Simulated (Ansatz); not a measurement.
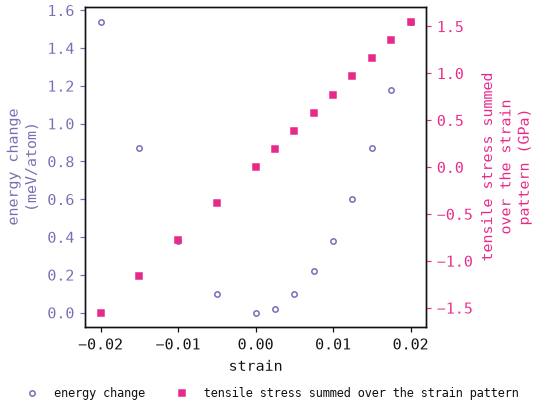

The figure shows the energy change and tensile stress summed over the strain pattern against strain for TiAl, space group Pm-3m (No. 221).

Starting cell:
```yaml
crystal:
  lattice:
    - [3.17906, 0.00000, 0.00000]
    - [0.00000, 3.17906, 0.00000]
    - [0.00000, 0.00000, 3.17906]
  atoms:
    - { symbol: Ti, position: [0.00000, 0.00000, 0.00000] }
    - { symbol: Al, position: [0.50000, 0.50000, 0.50000] }
```

Method: homogeneous strain of a crystal along one Voigt pattern with engineering shear, fractional coordinates fixed, by plane-wave density functional theory with PAW datasets, free energies less that of the undisturbed cell; scalar-relativistic (Ansatz 0.2.0). Level: r2SCAN, no spin polarisation.

| setting | value |
| --- | --- |
| wave cutoff | 500 eV |
| k mesh | 16×16×16 |
| occupations | Gaussian |
| smearing width | 0.15 eV |
| k shift | (0, 0, 0) (mesh steps) |
| start | as given |
| strain pattern | (0, 0, 0, 0, 0, 1) (xx yy zz yz xz xy with engineering shear) |

The points at strain −0.015, −0.005, 0.01 and 0.02 follow from computed ones by symmetry.

**Where is the energy change lowest, and are there other minima?**

The lowest computed point is at strain 0.0000 (0.00 meV/atom), in a single well.

**What does the tensile stress summed over the strain pattern do across the range?**

It rises from −1.551 GPa at strain −0.0200 to 1.551 GPa at 0.0200, and changes sign near 0.0000.

Limits of the calculation: reference crystal is not relaxed.
